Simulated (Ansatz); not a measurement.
ZnO

```
Zn O
1.0
     6.27009    0.00000    0.00000
     0.00000    6.27009    0.00000
     0.00000    0.00000    6.27009
Zn O
8 8
Direct
  0.16476 0.16476 0.16476
  0.66476 0.66476 0.66476
  0.33524 0.33524 0.66476
  0.83524 0.83524 0.16476
  0.33524 0.66476 0.33524
  0.83524 0.16476 0.83524
  0.66476 0.33524 0.33524
  0.16476 0.83524 0.83524
  0.33813 0.33813 0.33813
  0.83813 0.83813 0.83813
  0.16187 0.16187 0.83813
  0.66187 0.66187 0.33813
  0.16187 0.83813 0.16187
  0.66187 0.33813 0.66187
  0.83813 0.16187 0.16187
  0.33813 0.66187 0.66187
```

Space group I-43m; a structure generated by program, which may or may not match a known phase.

All numbers below come from Ansatz 0.2.0, DFT PBE, scalar-relativistic, plane waves, PAW.

In a PAW calculation such maps are meaningful between the atoms, not at the nuclei.

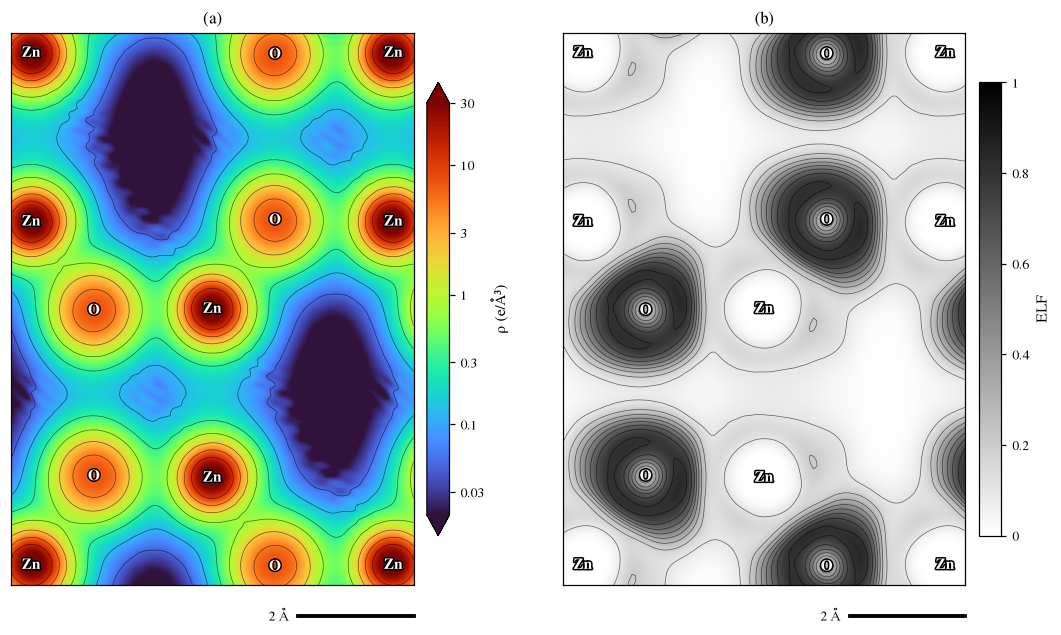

Figure 1. (a) valence pseudo-density; (b) electron localisation function on the (011̄) plane of the conventional cell.

Q: Read the bonding off the picture.

A:
- The section cuts through Zn and O sites.
- Zn–O (1.88 Å): ρ is about 0.74 e/Å³ halfway; the ELF peaks at about 0.80 in the valence shell of O, 0.6 Å from its nucleus, and is about 0.30 at the midpoint.
- Zn–O (2.05 Å): the density is about 0.51 e/Å³ at the midpoint; the ELF peaks at about 0.85 in the valence shell of O, 0.6 Å from its nucleus, and is about 0.20 at the midpoint: no shared electron pair shows on this line.
- Between the atoms the lowest density in this plane is 0.006 e/Å³.

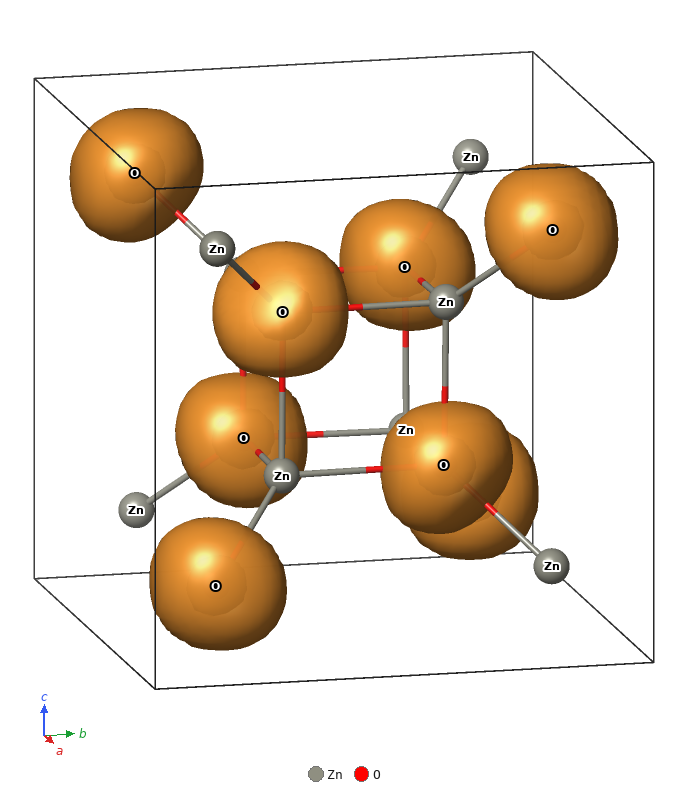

Figure 2. Isosurface of the ELF at 0.7 (orange), seen slightly off an axis. Only the valence region is drawn (cores and ρ < 0.01 e/Å³ removed). Sticks mark near contacts.

Q: Describe the localisation domains.

A: The ELF exceeds this value in eight regions wrapped around O (the valence shell of each), counted in one cell of 16 atoms. Regions shared between cells count once.

Q: Does the calculation give a band gap?

A: It is gapped, with a Kohn–Sham gap of 1.3 eV on the k-point mesh (the band edges may lie off the mesh, which would make the gap smaller).
